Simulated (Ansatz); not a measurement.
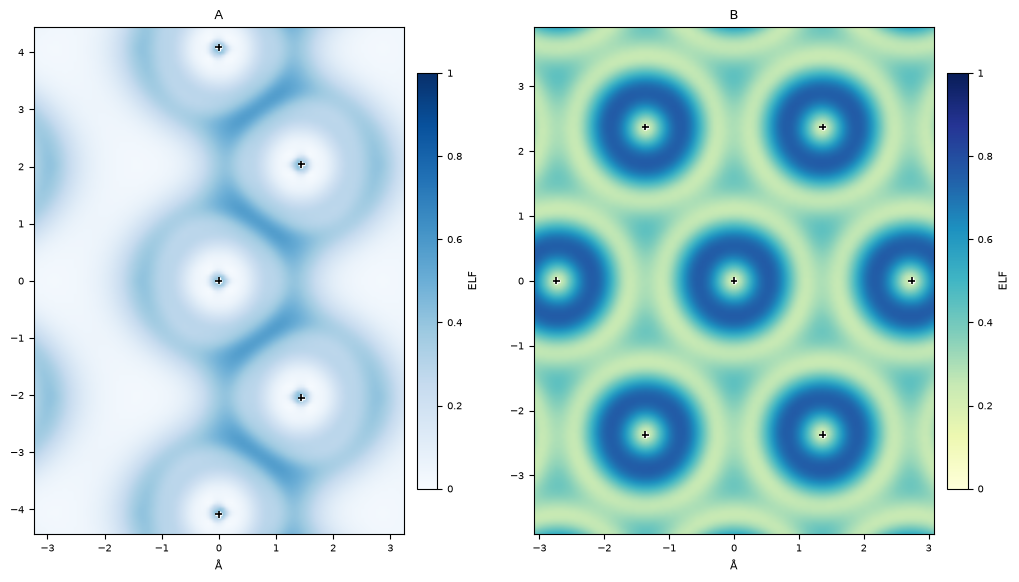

The electron localisation function of 2 systems, each on a plane through atoms (crosses mark nuclei in the plane).

Method: Ansatz, DFT, r2SCAN, plane waves (500 eV) with PAW, fully relativistic with spin-orbit coupling.

System 1: Mo, the (001) plane of the conventional cell. Space group P6₃/mmc; set up as Mo, hcp; a generated structure, not necessarily the stable one.

```
Mo
1.0
     2.73844    0.00000    0.00000
    -1.36922    2.37156    0.00000
     0.00000    0.00000    4.91911
Mo
2
Direct
  0.33333 0.66667 0.25000
  0.66667 0.33333 0.75000
```

System 2: Ga, the (110) plane of the conventional cell. Space group Fd-3m; set up as Ga, diamond; a generated structure, not necessarily the stable one.

```cif
data_structure
_symmetry_space_group_name_H-M 'P 1'
_symmetry_Int_Tables_number 1
_cell_length_a 5.7770
_cell_length_b 5.7770
_cell_length_c 5.7770
_cell_angle_alpha 90.000
_cell_angle_beta 90.000
_cell_angle_gamma 90.000
_cell_volume 192.80
loop_
_atom_site_label
_atom_site_type_symbol
_atom_site_fract_x
_atom_site_fract_y
_atom_site_fract_z
_atom_site_occupancy
Ga1 Ga 0.75000 0.25000 0.25000 1
Ga2 Ga 0.25000 0.75000 0.25000 1
Ga3 Ga 0.25000 0.25000 0.75000 1
Ga4 Ga 0.75000 0.75000 0.75000 1
Ga5 Ga 0.50000 0.00000 0.00000 1
Ga6 Ga 0.00000 0.50000 0.00000 1
Ga7 Ga 0.00000 0.00000 0.50000 1
Ga8 Ga 0.50000 0.50000 0.50000 1
```

Question: Which map belongs to which system?

Answer: Panel A is system 2, Ga: the plane holds Ga. Ga–Ga (2.50 Å): the ELF reaches about 0.55 near the midpoint. Panel B is system 1, Mo: the plane holds Mo. Mo–Mo (2.74 Å): the ELF is about 0.30 at the midpoint; no shared electron pair shows on this line.
